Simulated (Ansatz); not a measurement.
## Electronic structure of Ta12H (slab) in real space

The calculation's input:

```
crystal:
  lattice:
    - [5.7483122763, 0.0, 0.0]
    - [-1.9161040921, 5.419560788, 0.0]
    - [0.0, 0.0, 21.5270921065]
  atoms:
    - { symbol: Ta, position: [0.25, 0.25, 0.1858123698] }
    - { symbol: Ta, position: [0.25, 0.75, 0.1858123698] }
    - { symbol: Ta, position: [0.75, 0.25, 0.1858123698] }
    - { symbol: Ta, position: [0.75, 0.75, 0.1858123698] }
    - { symbol: Ta, position: [0.0, 0.0, 0.2909752139] }
    - { symbol: Ta, position: [0.0, 0.5, 0.2909752139] }
    - { symbol: Ta, position: [0.5, 0.0, 0.2909752139] }
    - { symbol: Ta, position: [0.5, 0.5, 0.2909752139] }
    - { symbol: Ta, position: [0.25, 0.25, 0.396109798] }
    - { symbol: Ta, position: [0.25, 0.75, 0.396109798] }
    - { symbol: Ta, position: [0.75, 0.25, 0.396109798] }
    - { symbol: Ta, position: [0.75, 0.75, 0.396109798] }
    - { symbol: H, position: [0.3333333333, 0.3333333333, 0.5154942457], spin: 1.0 }
basis:
  ecutwfc: 420
kpoints:
  mp_grid: { grid: [5, 5, 1] }
hamiltonian:
  xc: pbe
scf:
  occupations: { method: gaussian, width: 0.1 }
output:
  forces: true
  eigenvalues: true
  populations: true
  write_density: true
  write_potential: true
  elf: true
  volumetric_format: npy
magnetization:
  spin_polarized: true
efield:
  axis: 3
  dipole_correction: true
  ramp_width: 0.04
```

Command:

```sh
ansatz run input.yaml --threads 4 --pin off --max-ram 12288MiB --backend cpu --events-out ev --progress --plain --runs-dir out
```

Not relaxed (largest force 1.8 eV/Å); the program warned that a starting moment wasn't kept; spin-polarised, but the moments vanished.

Theory: DFT PBE, scalar-relativistic, plane waves, PAW (Ansatz 0.2.0).

The density is the valence pseudo-density of a PAW calculation; it isn't the true density close to the nuclei.

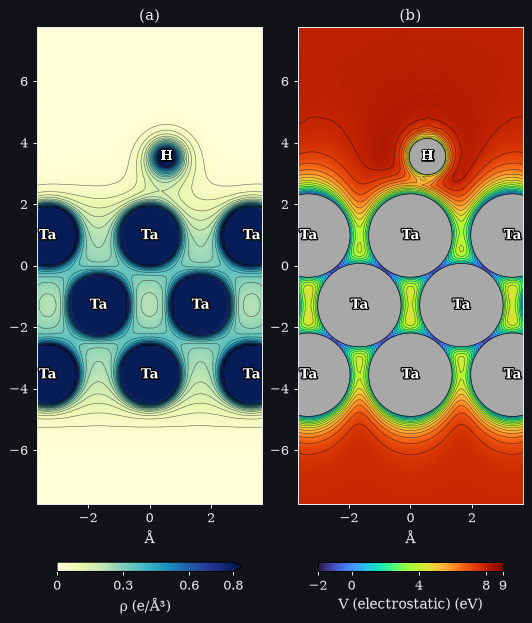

Figure 1. (a) valence electron density; (b) electrostatic potential energy of an electron on the (11̄0) plane of the calculation cell, a cut from vacuum to vacuum. Grey discs cover the atomic cores in the potential map.

Read the bonding off the picture.

Answer. The section cuts through Ta and H sites. Ta–H (2.63 Å): the density is about 0.19 e/Å³ at the midpoint. Ta–Ta (2.81 Å): ρ is about 0.34 e/Å³ halfway. The density dies away to nearly zero in the vacuum. Outside the cores the potential energy rises away from the atoms and is highest in the vacuum; its zero is arbitrary.

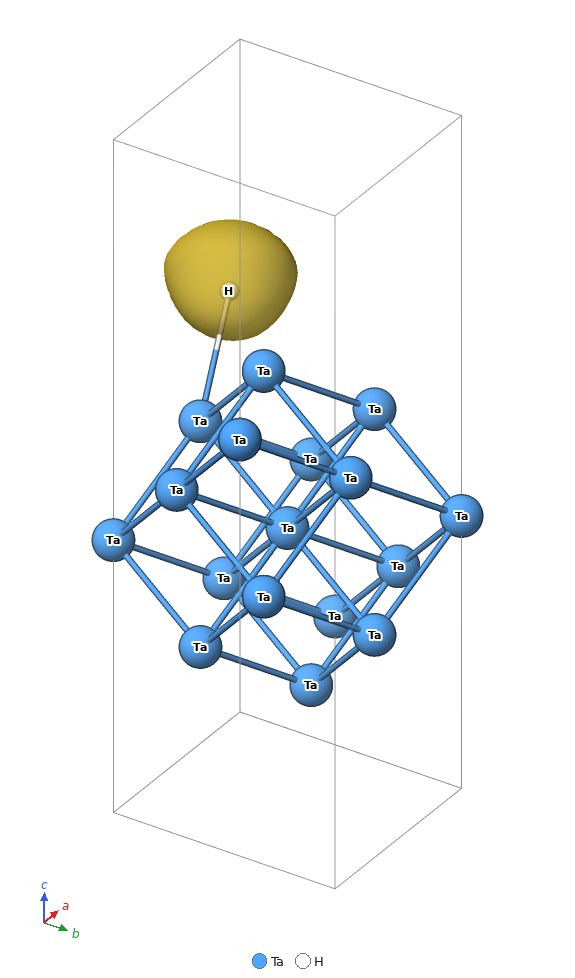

Figure 2. Isosurface of the electron localisation function at 0.85 (yellow), seen at an oblique angle. Only the valence region is drawn (cores and ρ < 0.01 e/Å³ removed). Sticks mark near contacts.

Where are the electrons localised?

Answer. The ELF exceeds this value in one region around a hydrogen nucleus, counted in one cell of 13 atoms. Counts are for one cell; the picture repeats the cell along the surface. Profiles from the grid: Ta–H (2.63 Å): the ELF climbs to about 1 towards the hydrogen. Ta–Ta (2.81 Å): the ELF is about 0.35 at the midpoint.

Metal or insulator at this level of theory?

Answer. It is metallic or semimetallic at this level of theory: no gap opens.
